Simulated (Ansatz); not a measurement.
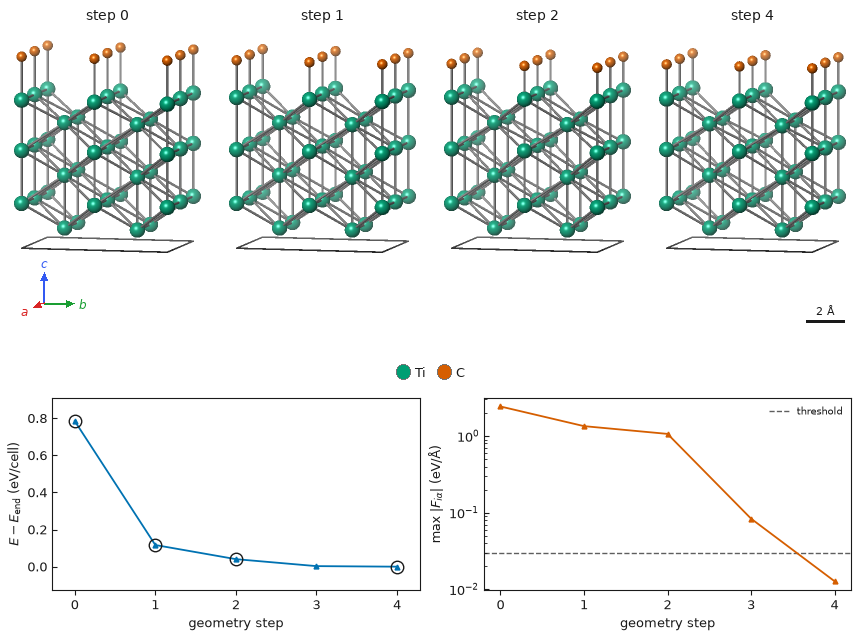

Frames of a constrained relaxation of a slab of composition Ti$_{6}$C (cut from the Fm-3m phase), marked on the history of the run. A ball-and-stick model of the 2 × 2 repeat of the cell, outlined in the plane, without the vacuum, seen slightly off an axis.

Case: C put at a top Ti site. The slab is the (1 1 0) face of Ti with C on it. 3 atoms are held fixed.

Computed with DFT PBEsol, scalar-relativistic, plane waves, PAW in Ansatz 0.2.0. Set-up: plane-wave cutoff 420 eV; k-point mesh 10 × 7 × 1; occupations gaussian; smearing width 0.1 eV; no spin polarisation; dipole correction; atoms relaxed in a fixed cell; force threshold 0.03 eV/Å; at most 70 steps.

Q: Describe the path.

A: The largest move is that of the C atom, 0.42 Å along the normal (−c). Largest moves by element: C 0.42 Å, Ti 0.06 Å. The lattice vectors keep their values. Among the contacts that change: C–Ti 2.360 → 1.880 Å, Ti–Ti 2.856 → 2.794 Å, Ti–Ti 2.812 → 2.871 Å, Ti–Ti 2.874 → 2.926 Å. The energy falls by 0.785 eV per cell of the calculation in 4 geometry steps. Largest force component: 2.4 eV/Å at the start, 0.013 eV/Å at the end. Cost: 73 s on 2 threads of Intel(R) Xeon(R) Platinum 8488C (Sapphire Rapids) (shared host), peak memory 0.7 GiB. From step 0 to 1: the C atom moves most (0.19 Å), energy −0.668 eV per cell of the calculation. From step 1 to 2: the C atom moves most (0.19 Å), energy −76.2 meV per cell of the calculation. From step 2 to 4: a Ti atom moves most (0.10 Å), energy −40.5 meV per cell of the calculation.

| step | E − E(0), meV/atom | largest force component, eV/Å |
| --- | --- | --- |
| 0 | 0.00 | 2.4296 |
| 1 | -95.45 | 1.3461 |
| 2 | -106.34 | 1.0662 |
| 3 | -111.70 | 0.0836 |
| 4 | -112.13 | 0.0127 |

Limits of the set-up: the periodic images lie only 2.9 Å apart, so the values are limited by the cell's size.
